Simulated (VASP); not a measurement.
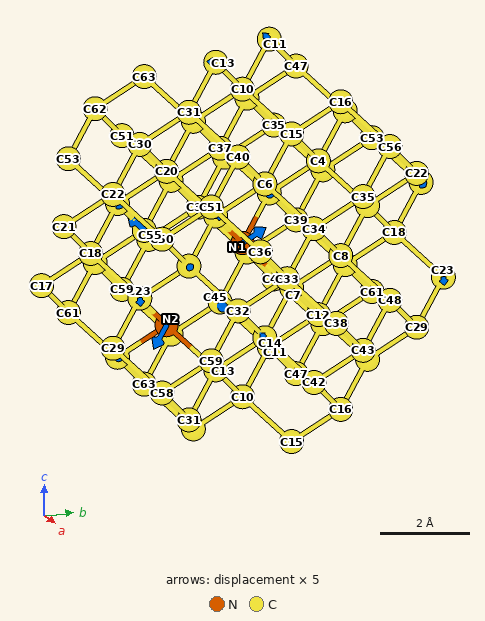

This is a relaxation of a defect cell of composition C61N2 (cell charge −1). The starting structure is drawn; blue arrows show the displacements, 5 times their true length.

A ball-and-stick model of the atoms within 5.0 Å of the atom that moves most (axes of the cell of the calculation (origin shifted)), seen slightly off an axis.

The run lets the atoms move in a fixed cell.

These are results of VASP, Kohn-Sham DFT of a periodic cell, PBE, VASP PAW PBE potentials, recommended, not measurements.

Input file:
```
SYSTEM = C61N2
PREC = Accurate
ENCUT = 420
EDIFF = 1E-6
ISMEAR = -2
LREAL = Auto
LASPH = .TRUE.
NELM = 80
ALGO = Normal
ISIF = 2
LWAVE = .FALSE.
LCHARG = .FALSE.
ISPIN = 2
MAGMOM = 0 0 0 0 0 0 0 0 0 0 0 0 0 0 0 0 0 0 0 0 0 0 0 0 0 0 0 0 0 0 0 0 0 0 0 0 0 0 0 0 0 0 0 0 0.5 0 0 0 0 0 0 0 0 0 0.5 0 0 0 0 0 0 0 0
LORBIT = 11
GGA = PE
IBRION = 2
NSW = 30
EDIFFG = -0.015
NELECT = 255
ISYM = 0
NBANDS = 144
FERWE = 128*1.0 16*0.0
FERDO = 126*1.0 1.0 0.0 16*0.0
LUSENCCL = .FALSE.
```

Launched with:
```bash
cat potpaw_PBE.64/N/POTCAR potpaw_PBE.64/C/POTCAR > POTCAR
mpirun -np 1 vasp_gam > vasp.out
```

> What did the optimiser do to the structure, and how much energy did it gain?

After 13 geometry steps the energy has fallen by 1.208 eV per cell of the calculation. The largest force component goes from 2.4 to 0.0098 eV/Å. The largest moves, 0.15 Å, are those of N atoms. Largest moves by element: N 0.15 Å, C 0.12 Å. The lattice vectors keep their values. Among the contacts that change: C–N 1.547 → 1.469 Å, C–C 1.547 → 1.482 Å, C–C 1.547 → 1.570 Å, C–C 1.547 → 1.534 Å. Bond angles that change, for instance: C–C–C 109.5° → 114.2°, C–N–C 109.5° → 113.6°, C–N–C 109.5° → 113.5°.

Limits of the set-up: the periodic images lie only 7.1 Å apart, so the values are limited by the cell's size; the cell is charged, on a uniform background, and energies carry no finite-size correction.
